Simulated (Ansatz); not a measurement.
## Run report: C, single-point calculation

- system: C (P1, 8 atoms in the cell)
- method: DFT PBE, scalar-relativistic, plane waves, PAW, no spin polarisation (Ansatz 0.2.0)

The structure derives from an entry of the Crystallography Open Database. It belongs to a series of runs on one base structure; here: cell sheared at random, sigma 0.01, atoms nudged by 0.01 A. Figures and captions count atoms from 1; the log counts them from 0 in places.

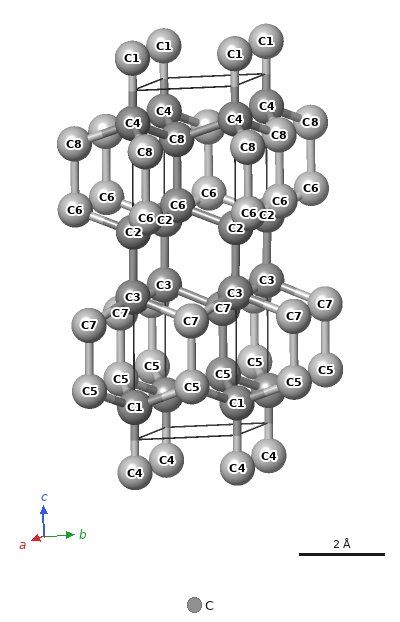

**Figure 1.** The structure as given in the input (ball-and-stick view of the cell of the calculation, seen slightly off an axis; neighbours outside the cell are drawn fainter; atoms are numbered from 1 in the order of the input). An atom can appear more than once, as a periodic image. Near neighbours in the periodic cell (some may lie outside the picture): C has 4 C at 1.51 to 1.58 Å.

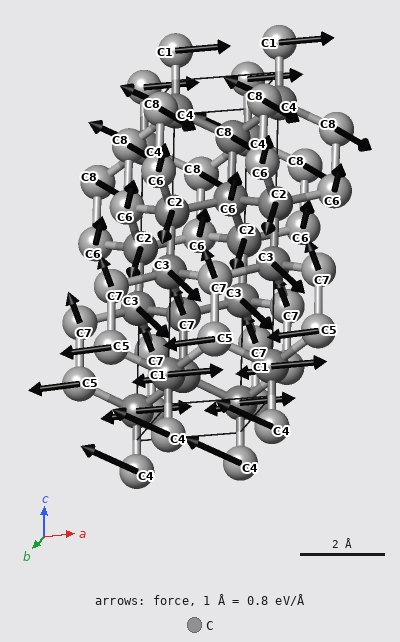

**Figure 2.** Forces on the atoms as black arrows (ball-and-stick view of the cell of the calculation, seen at an oblique angle; neighbours outside the cell are drawn fainter; atoms are numbered from 1 in the order of the input). The largest act on C4 (1.30 eV/Å); C1 (1.08 eV/Å); C5 (1.00 eV/Å); C8 (0.99 eV/Å), among others. The geometry is not a stationary point of this energy.

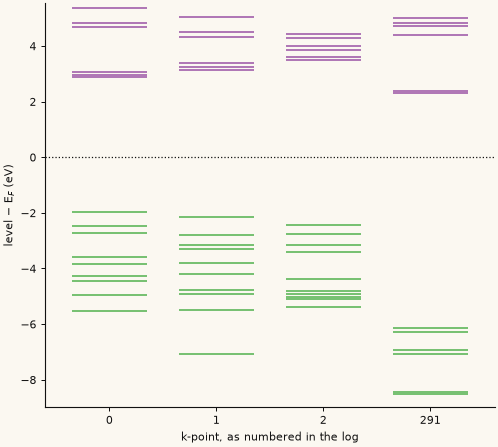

**Figure 3.** Kohn–Sham levels near the Fermi level (dotted) at the few k-points that the log prints; levels within 0.02 eV of each other stand side by side. Among these points the highest filled and lowest empty levels are 4.26 eV apart; the gap on the full mesh, 3.93 eV, has an edge at a point that isn't printed.

These pictures come from the run below.

## Input file
```yaml
crystal:
  lattice:
    - [2.521306596, 0.0298350384, 0.0279028651]
    - [-1.2348153968, 2.1495142472, 0.0087701613]
    - [0.0920254576, 0.0865301282, 8.3555758057]
  atoms:
    - { symbol: C, position: [-0.0024768625, 0.0032418348, 0.0925434314] }
    - { symbol: C, position: [-0.0006048113, 0.0032033811, 0.5947766922] }
    - { symbol: C, position: [-0.0134256505, -0.0098526396, 0.4079935569] }
    - { symbol: C, position: [0.0152063815, 0.0082815177, 0.9063741311] }
    - { symbol: C, position: [0.3412149315, 0.6685596481, 0.1554004978] }
    - { symbol: C, position: [0.6621136767, 0.3323690931, 0.6549415747] }
    - { symbol: C, position: [0.3298636084, 0.6644508017, 0.3435872749] }
    - { symbol: C, position: [0.6681087262, 0.329746363, 0.844382841] }
basis:
  ecutwfc: 420
kpoints:
  mp_grid: { grid: [12, 12, 4] }
hamiltonian:
  xc: pbe
scf:
  occupations: { method: gaussian, width: 0.05 }
output:
  forces: true
  stress: true
  eigenvalues: true
```

Run as:
```bash
ansatz run input.yaml --threads 2 --pin off --max-ram 5120MiB --backend cpu --events-out ev --progress --plain --runs-dir out
```

## Output
```
Engine: ansatz 0.2.0, x86_64-unknown-linux-gnu
Pseudopotentials: kind: paw
Pseudopotential: C, paw, valence charge 4, recommended cutoff 420 eV (normal), C.paw.azcp
Functional definition: PBE
  parameter kappa = 0.804
  parameter beta = 0.06672455060314922
  exchange = pbe_x(kappa = kappa, mu = beta*pi^2/3)
  correlation = pbe_c(beta = beta)
Crystal: 8 atoms, lattice volume = 45.581 Å³
Basis set: ecut = 420 eV, 885 PW (Γ), exchange–correlation on 36×36×120 points (8 copies of the dense FFT grid, shifted against one another)
Bands: 24, of which v1, the nominal top of the filled ones, is band 16 counted from 1 (15 counted from 0)
Symmetry: 1 space group operations
Space group: P1 (ITA 1), of the structure as read, at distance tolerance 3.6e-5 Å
k-points: 292 of 576 (time reversal used)
Non-local potential: C, projectors of the file, l = 0: 2, l = 1: 2, l = 2: 1
PAW form: soft (Blöchl's): semilocal exchange-correlation on the pseudo side does not see the compensation charge
PAW one-centre angular grid: C, 110 points (default); XC on 64 Gauss nodes
Initial density: superposition of atomic densities (neutral atoms: chi_scale 0, normalization atom), corrected by the library's trained network
Initial wavefunctions: pseudopotential atomic-orbital guess
Functional: x = pbe(κ = 0.804, μ = 0.2195149727645171), c = pbe(β = 0.06672455060314922)
SCF iter   1: F=—  HF=-2006.209912 eV  |F-HF|=—  |Δ(HF+E_count)|=         —  Δρ=3.07e-3  dr2=3.11e-3  ethr=1.77e-3  ⟨swp⟩=5.8  Hψ=33690  notcnv=0  defer=96
preconditioner: auto → none  [insulator: Δε(μ)=3.934 eV  Ē_g=16.935 eV  σ=0.050 eV  W_gap=1.00  n_scr=6 (ndim 8)  ℏωp=31.1 eV  f_vac=0.000  D(μ)=0.00/eV (n_scr^D=0)  ε∞_Penn≈4.4]
SCF iter   2: F=—  HF=-2006.209319 eV  |F-HF|=—  |Δ(HF+E_count)|=   5.92e-4  Δρ=1.31e-3  dr2=2.86e-4  ethr=9.72e-6  ⟨swp⟩=2.1  Hψ=13528  notcnv=0  defer=303
SCF iter   3: F=—  HF=-2006.209481 eV  |F-HF|=—  |Δ(HF+E_count)|=   1.62e-4  Δρ=4.97e-4  dr2=3.26e-5  ethr=8.95e-7  ⟨swp⟩=2.9  Hψ=11201  notcnv=0  defer=90
automatic band count: iteration 3 solves 23 bands in place of 24: the levels show a gap, and the empty bands left out lie too high to hold charge; the band table lists the bands solved (type scf.n_extra_bands for more)
SCF iter   4: F=—  HF=-2006.209538 eV  |F-HF|=—  |Δ(HF+E_count)|=   5.64e-5  Δρ=9.34e-5  dr2=1.00e-6  ethr=1.02e-7  ⟨swp⟩=2.6  Hψ=11176  notcnv=0  defer=90
iter 5 did not close the SCF: its close was put off for the readings that it lacked (scf_convergence_deferred on its scf_iter line)
SCF iter   5: F=-2006.209539 eV  HF=-2006.209539 eV  |F-HF|=2.11e-9  |Δ(HF+E_count)|=   1.76e-6  Δρ=8.28e-6  dr2=2.38e-8  ethr=3.13e-9  ⟨swp⟩=2.2  Hψ=10630  notcnv=0  defer=90
SCF iter   6: F=-2006.209539 eV  HF=-2006.209539 eV  |F-HF|=3.62e-10  |Δ(HF+E_count)|=   1.25e-8  Δρ=1.93e-6  dr2=1.31e-9  ethr=7.43e-11  ⟨swp⟩=5.6  Hψ=25632  notcnv=0
SCF 1 converged in 6 iterations: F = -2006.209539 eV  dr2 = 1.31e-9
  greatest PAW one-centre occupation: 0.645 electrons in one spin orbital (limit 2), on the C atom at site 1 (counted from 0), in its partial waves of l = 0
SCF converged after 6 iterations
Free energy (F): -2006.209539 eV
Harris-Foulkes:  -2006.209539 eV  (|F-HF|=3.62e-10)
Internal energy: -2006.209539 eV  (E = F + TS)
E sigma→0 (E₀):  -2006.209539 eV
Fermi energy:    15.698583 eV
--- Per-component energies (eV) ---
  E_band       = 137.162787
  E_kinetic    = 736.871756
  E_local      = -492.574259  (includes V_loc(G=0)·N_el)
  E_nonlocal   = 213.174127
  E_hartree    = 108.124710
  E_xc         = -389.415033
  E_vxc        = -483.425352  (∫ρ·V_xc dr)
  E_paw        = -793.639362  (= ΣΔE_a)
  E_vpaw       = -53.132931  (= ΣTr[D̂ρ^β])
  E_aug_tail   = 0.000068  (compensation charges beyond the density's cutoff)
  E_ewald      = -1388.751546
  E_smearing   = -0.000000  (= −TS)
  E_closure    = -0.000000  (closes the sum)
  Σ components = -2006.209539   (vs F -2006.209539, Δ=0.00e0)
--- Forces (eV/Å), atoms counted from 1 ---
  atom   1  C      1.08006007     0.02886215     0.02831189
  atom   2  C     -0.10322427    -0.39469028    -0.81407041
  atom   3  C      0.48771550     0.62795837    -0.40261173
  atom   4  C     -0.90539278    -0.89534241     0.23822294
  atom   5  C     -0.99888281    -0.02940174    -0.07141916
  atom   6  C      0.09362265     0.15032103     0.62495478
  atom   7  C     -0.16295750    -0.33109768     0.52758054
  atom   8  C      0.50905772     0.84339043    -0.13096888
  max |Σ_I F_I| component: 1.43e-6 eV/Å
--- Stress (GPa, compression-positive) ---
       -0.204226     -12.480265     -11.002199
      -12.480265       8.721944      -9.955028
      -11.002198      -9.955028      -6.839766
  P = ⅓ Tr σ = 0.5593 GPa (5.593 kbar)
--- Band table (eV; the first three rows and the last of 292) ---
  k-point 0: bands = ["-8.2010", "-6.5849", "-6.4797", "-2.6819", "-0.0810", "6.4545", "6.5539", "10.1622", "10.7477", "11.2311", "11.4450", "11.8436", "12.1066", "12.9843", "13.2229", "13.7355", "18.5772", "18.6533", "18.7650", "20.3634", "20.5255", "21.0700", "21.2768"]
  k-point 1: bands = ["-8.0966", "-7.2567", "-5.6159", "-3.3821", "0.7975", "4.4240", "8.6337", "10.2184", "10.7902", "10.9131", "11.4975", "11.8857", "12.3843", "12.5290", "12.8847", "13.5587", "18.8490", "18.9447", "19.0746", "20.0272", "20.1848", "20.7553", "21.4929"]
  k-point 2: bands = ["-7.8227", "-7.7370", "-4.5691", "-4.5021", "2.4663", "2.4940", "10.3052", "10.6064", "10.6762", "10.7665", "10.9031", "11.3054", "12.2874", "12.5492", "12.9326", "13.2458", "19.1864", "19.3159", "19.5523", "19.6804", "19.9696", "20.1108", "21.7411"]
  k-point 291: bands = ["-2.4013", "-2.3070", "-1.1088", "-0.9875", "1.1657", "1.2497", "1.7993", "2.0128", "6.4674", "6.6437", "7.1789", "7.2654", "8.6081", "8.7736", "9.4303", "9.5413", "17.9983", "18.0945", "20.0890", "20.4269", "20.5367", "20.7158", "22.2459"]
```

## Summary

| quantity | value |
| --- | --- |
| outcome | converged |
| space group (tolerance 0.01 Å) | P1 (1) |
| electrons treated | 32 |
| free energy | −2006.2095 eV |
| Fermi energy | 15.699 eV |
| gap on the k-point mesh | 3.93 eV |
| pressure | 0.56 GPa |
| largest force (length of the vector) | 1.295 eV/Å |
| hardware | 2 threads of Intel Xeon (Sapphire Rapids), 32 GiB of memory available, shared host |
| wall time | 9.2 s (CPU time 18 s) |
| peak memory | 0.62 GiB |
